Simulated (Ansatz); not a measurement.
A series of calculations on SiC and related structures

**1. Relaxation**

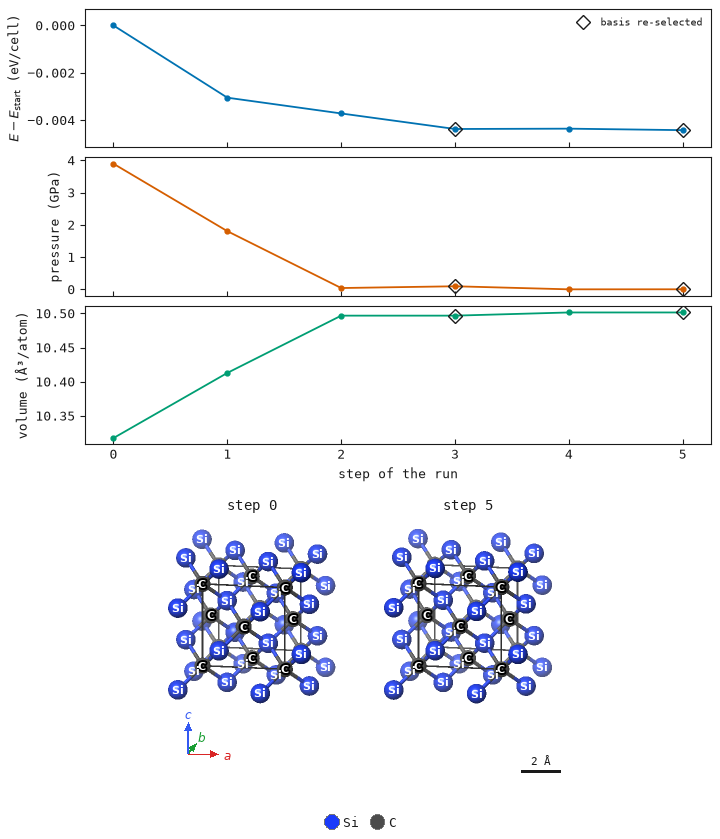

First and last geometry of a relaxation of solid SiC (set up in F-43m), with the history of the run. Style: ball-and-stick. Shown: the conventional cell (4 times the calculation's cell), slightly off an axis. Lengths and directions refer to the drawn axes.

Level of theory: Ansatz, DFT PBE, scalar-relativistic, plane waves, PAW. (plane-wave cutoff 420 eV; k-point mesh 10 × 10 × 10; occupations gaussian; smearing width 0.02 eV; no spin polarisation; cell and atoms relaxed; force threshold 0.005 eV/Å; at most 80 steps)

**What do the curves and the structures tell?**

It converged. The atoms keep their places relative to the cell (all moves are under 0.005 Å). Cell: a = b = c 4.354 → 4.380 Å (+0.6 %). Volume +1.8 %. Among the contacts that change: C–Si 1.885 → 1.896 Å. The space group stays F-43m (No. 216). After 3 accepted moves (5 points after the start) the energy has fallen by 4.4 meV per cell of the calculation. All forces vanish by symmetry, so only the cell relaxes. Pressure: 3.90 GPa at the start and 0.00 GPa at the end. At 2 points the geometry stayed and the basis and grid were re-selected for the new cell (energy shift of 0.7 meV per cell of the calculation at most each time). The run took 2.7 s on 4 threads of Intel(R) Xeon(R) Platinum 8488C (Sapphire Rapids), on a shared host, peak memory 0.35 GiB.

```tsv
step	E − E(0), meV/atom	pressure, GPa	volume, Å³/atom	note
0	0.00	3.90	10.317	
1	-1.52	1.81	10.413	
2	-1.86	0.04	10.497	
3	-2.18	0.10	10.497	same geometry, new basis
4	-2.18	0.00	10.501	
5	-2.21	0.00	10.501	same geometry, new basis
```

**2. Relaxation**

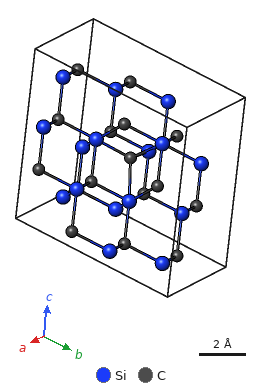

Starting structure of a defect cell of composition Si16C17. The picture is a ball-and-stick view of the cell of the calculation (origin shifted), seen slightly off an axis.

Case: C interstitial, charge +0, atoms relaxed.

Method: DFT PBE, scalar-relativistic, plane waves, PAW in Ansatz.

The input:
```yaml
crystal:
  lattice:
    - [4.3797259441, 4.3797259441, 4.3797259441]
    - [-4.3797259441, 4.3797259441, -4.3797259441]
    - [-4.3797259441, -4.3797259441, 4.3797259441]
  atoms:
    - { symbol: Si, position: [0.25, 0.0, 0.0] }
    - { symbol: Si, position: [0.25, 0.75, 0.25] }
    - { symbol: Si, position: [0.5, 0.75, 0.0] }
    - { symbol: Si, position: [0.25, 0.5, 0.5] }
    - { symbol: Si, position: [0.5, 0.5, 0.25] }
    - { symbol: Si, position: [0.75, 0.5, 0.0] }
    - { symbol: Si, position: [0.25, 0.25, 0.75] }
    - { symbol: Si, position: [0.5, 0.25, 0.5] }
    - { symbol: Si, position: [0.75, 0.25, 0.25] }
    - { symbol: Si, position: [0.0, 0.25, 0.0] }
    - { symbol: Si, position: [0.5, 0.0, 0.75] }
    - { symbol: Si, position: [0.75, 0.0, 0.5] }
    - { symbol: Si, position: [0.0, 0.0, 0.25] }
    - { symbol: Si, position: [0.75, 0.75, 0.75] }
    - { symbol: Si, position: [0.0, 0.75, 0.5] }
    - { symbol: Si, position: [0.0, 0.5, 0.75] }
    - { symbol: C, position: [0.5, 0.25, 0.25] }
    - { symbol: C, position: [0.5, 0.0, 0.5] }
    - { symbol: C, position: [0.75, 0.0, 0.25] }
    - { symbol: C, position: [0.5, 0.75, 0.75] }
    - { symbol: C, position: [0.75, 0.75, 0.5] }
    - { symbol: C, position: [0.0, 0.75, 0.25] }
    - { symbol: C, position: [0.5, 0.5, 0.0] }
    - { symbol: C, position: [0.75, 0.5, 0.75] }
    - { symbol: C, position: [0.0, 0.5, 0.5] }
    - { symbol: C, position: [0.25, 0.5, 0.25] }
    - { symbol: C, position: [0.75, 0.25, 0.0] }
    - { symbol: C, position: [0.0, 0.25, 0.75] }
    - { symbol: C, position: [0.25, 0.25, 0.5] }
    - { symbol: C, position: [0.0, 0.0, 0.0] }
    - { symbol: C, position: [0.25, 0.0, 0.75] }
    - { symbol: C, position: [0.25, 0.75, 0.0] }
    - { symbol: C, position: [0.4716759314, -0.0331584394, -0.0144857876] }
basis:
  ecutwfc: 420
  xc_grid: 2
kpoints:
  mp_grid: { grid: [2, 2, 2], shift: [0.5, 0.5, 0.5] }
hamiltonian:
  xc: pbe
scf:
  occupations: { method: gaussian, width: 0.02 }
output:
  forces: true
  stress: false
  eigenvalues: true
  write_density: true
  write_potential: true
  elf: true
  volumetric_format: npy
relax:
  adjacent_minimum: "off"
  f_tol: 0.02
  max_steps: 60
```

Run as
```bash
ansatz run input.yaml --threads 4 --pin off --max-ram 8192MiB --backend cpu --events-out ev --progress --plain --runs-dir out
```

Q: Where does the relaxation end?

A: The largest move is that of C33, 1.08 Å roughly along [−2 −3 0]. Largest moves by element: C 1.08 Å, Si 0.48 Å. The cell stays as it was. Near-neighbour distances that change, for instance: Si3–C32 1.896 → 2.846 Å, Si11–C33 1.955 → 2.834 Å, Si9–C33 2.092 → 2.834 Å, C32–C33 1.986 → 1.369 Å. New bonds form: C32–C33 (1.99 → 1.37 Å). Bonds break: Si11–C33 (1.95 → 2.83 Å), Si3–C32 (1.90 → 2.85 Å), Si9–C33 (2.09 → 2.83 Å). Among the angles between lasting bonds that change: C23–Si3–C33 174.3° → 116.3°, Si1–C33–Si3 120.0° → 156.9°, C30–Si1–C33 173.5° → 136.6°. Over 11 accepted moves (13 points after the start) the energy falls by 3.687 eV per cell of the calculation. The largest force component goes from 2.8 to 0.0081 eV/Å. The line search rejected the trial steps at points 8, 11 of the run. The run took 79 s on 4 threads of Intel(R) Xeon(R) Platinum 8488C (Sapphire Rapids), on a shared host, peak memory 0.99 GiB.

The end point in the same view:

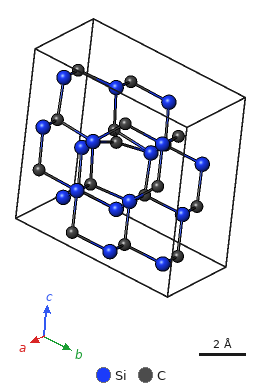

Limits of the set-up: the periodic images lie only 7.6 Å apart, so the values are limited by the cell's size.

**3. Path**

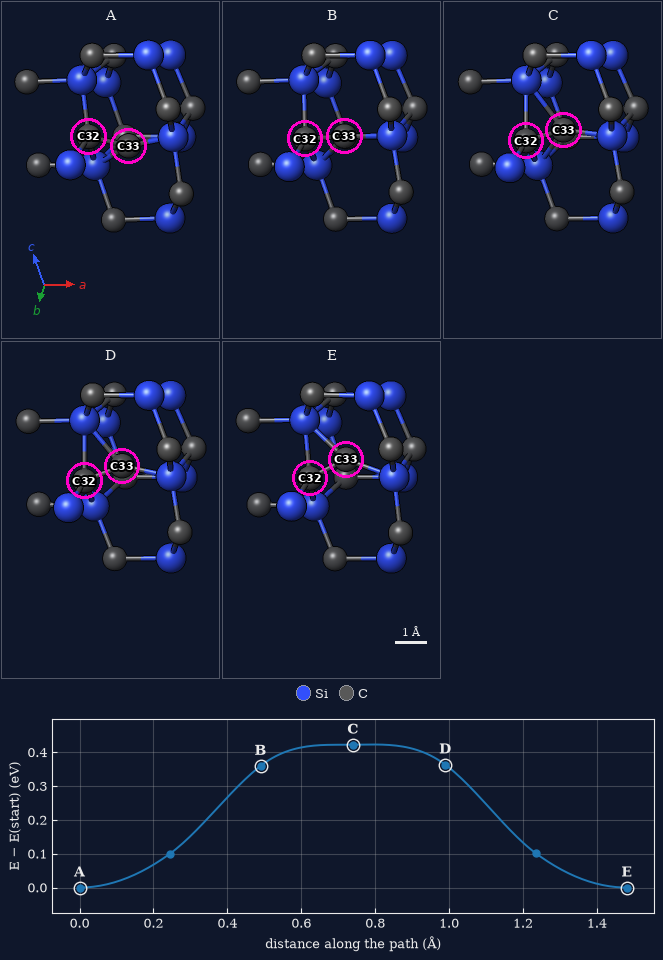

NEB run on a defect cell of composition Si₁₆C₁₇ (33 atoms in the cell). Images are numbered from 0 (start) to 6 (end). Frames A to E are images 0, 2, 3, 4, 6. Style: ball-and-stick. Shown: the atoms within 3.5 Å of the middle of the path, from a free direction. The atoms that move most are ringed. Bonds to atoms that aren't drawn are left out.

Level of theory: Ansatz, DFT PBE, scalar-relativistic, plane waves, PAW. Settings: plane-wave cutoff 420 eV; k-point mesh 2 × 2 × 2; Gaussian smearing 0.02 eV; 5 movable images; climbing image.

### Read off the barrier and say what moves.

A C atom travels furthest, 1.01 Å from end to end, along [0 −1 1], on a path that bends up to 0.28 Å away from the straight line. At the highest image its nearest neighbour (C) is 1.33 Å away, against 1.37 Å at the start, and the surrounding atoms stand up to 0.25 Å off the mean of their end positions. The two ends have the same energy, and the highest point, image 3, lies 0.42 eV above the start. The band converged in 17 iterations. The largest component of the band force went from 3 to 0.05 eV/Å. The climbing image converged on the top of the path. Its curvatures weren't checked.

Limits of the set-up: the k-point mesh is coarse for a cell with partly filled bands; the periodic images lie only 7.6 Å apart, so the values are limited by the cell's size.
